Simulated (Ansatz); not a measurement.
MgO

Input

```
crystal:
  lattice:
    - [3.4841042127, 0.0, 0.0]
    - [-1.7420521064, 3.0173227576, 0.0]
    - [0.0, 0.0, 4.2589371286]
  atoms:
    - { symbol: Mg, position: [0.6666666667, 0.3333333333, 0.75] }
    - { symbol: Mg, position: [0.3333333333, 0.6666666667, 0.25] }
    - { symbol: O, position: [0.6666666667, 0.3333333333, 0.25] }
    - { symbol: O, position: [0.3333333333, 0.6666666667, 0.75] }
basis:
  ecutwfc: 500
kpoints:
  mp_grid: { grid: [6, 6, 6] }
hamiltonian:
  xc: r2scan
scf:
  occupations: { method: gaussian, width: 0.05 }
output:
  forces: true
  stress: true
  eigenvalues: true
  write_density: true
  write_potential: true
  elf: true
  volumetric_format: npy
```

Run with:

```sh
ansatz run input.yaml --threads 1 --pin off --max-ram 2560MiB --backend cpu --events-out ev --progress --plain --runs-dir out
```

Below, planes, directions and counts refer to the conventional cell (a = 3.48 Å, b = 3.48 Å, c = 4.26 Å, α = 90.00°, β = 90.00°, γ = 120.00°).

Space group P6₃/mmc; a structure from a database of computed crystals, not necessarily the ambient phase; changed on purpose from its base cell (strain +0.0175 x Voigt [0, 0, 1, 0, 0, 0], atoms carried along); computed pressure about −2 GPa in this cell.

Computed with DFT r2SCAN, scalar-relativistic, plane waves, PAW (Ansatz).

Core electrons are frozen (PAW), and the valence fields are smoothed inside the atomic spheres.

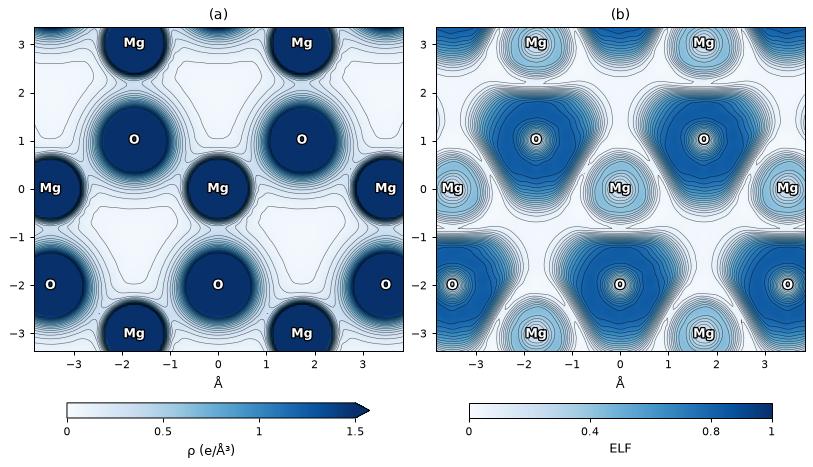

Figure 1. (a) valence charge density (pseudo); (b) electron localisation function on the (001) plane of the conventional cell.

What do the fields say about this system?

Answer. Atoms in the plane: Mg and O. Mg–O (2.01 Å): ρ is about 0.41 e/Å³ halfway; the ELF peaks at about 0.85 in the valence shell of O, 0.7 Å from its nucleus, and is about 0.35 at the midpoint (a closed-shell, largely ionic contact). Between the atoms the lowest density in this plane is 0.03 e/Å³.

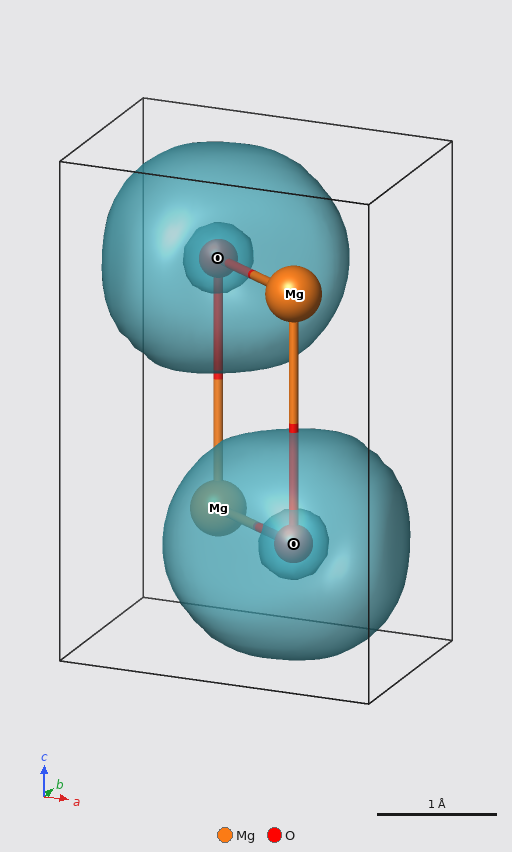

Figure 2. Isosurface of the ELF at 0.6 (cyan), seen slightly off an axis. Only the valence region is drawn (cores and ρ < 0.01 e/Å³ removed). Sticks mark near contacts.

Describe the localisation domains.

Answer. The ELF exceeds this value in two regions wrapped around O (the valence shell of each), counted in one cell of 4 atoms. Regions shared between cells count once. Along the contacts the grid gives the following. Mg–O (2.13 Å): the ELF peaks at about 0.85 in the valence shell of O, 0.7 Å from its nucleus, and is about 0.35 at the midpoint; a largely ionic contact.

Does the calculation give a band gap?

Answer. It is gapped, with a Kohn–Sham gap of 4.0 eV on the k-point mesh (the band edges may lie off the mesh, which would make the gap smaller).
